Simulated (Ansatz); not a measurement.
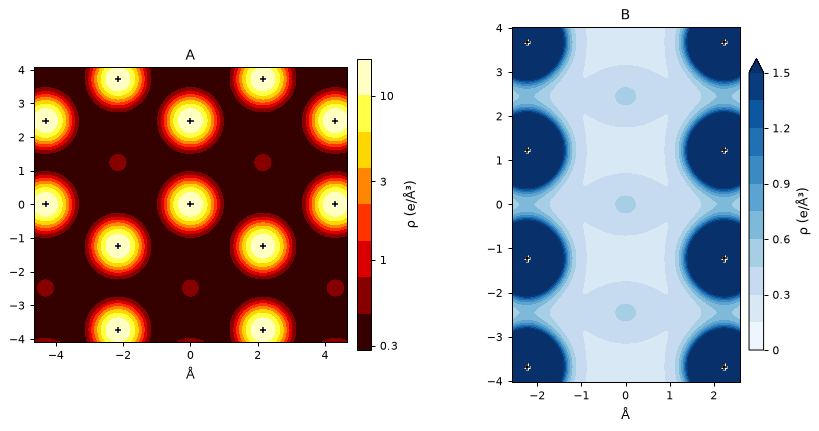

The valence charge density (pseudo) of 2 systems, each on a plane through atoms (crosses mark nuclei in the plane).

Method: DFT, LDA (PW92), plane waves (420 eV) with PAW, scalar-relativistic (Ansatz).

System 1: Mo, the (100) plane of the conventional cell. Space group P6/mmm; set up as Mo, omega (AlB2-type); a generated structure, not necessarily the stable one; changed on purpose from its base cell (volume × 0.92); computed pressure about 27 GPa in this cell; computed without spin polarisation.

System 2: V, the (001) plane of the conventional cell. Space group P6/mmm; set up as V, omega (AlB2-type); a generated structure, not necessarily the stable one; changed on purpose from its base cell (volume × 0.96); computed pressure about 9 GPa in this cell; computed without spin polarisation.

```xyz
3
Lattice="4.3077 0.0000 0.0000 -2.1539 3.7306 0.0000 0.0000 0.0000 2.2809" Properties=species:S:1:pos:R:3 pbc="T T T"
V     0.0000    0.0000    0.0000
V     0.0000    2.4871    1.1404
V     2.1539    1.2435    1.1404
```

Match each panel to its system.

Panel A is system 2, V: the plane holds V. V–V (2.49 Å): the density is about 0.31 e/Å³ at the midpoint. Panel B is system 1, Mo: the plane holds Mo. Mo–Mo (2.45 Å): the density is about 0.62 e/Å³ at the midpoint.
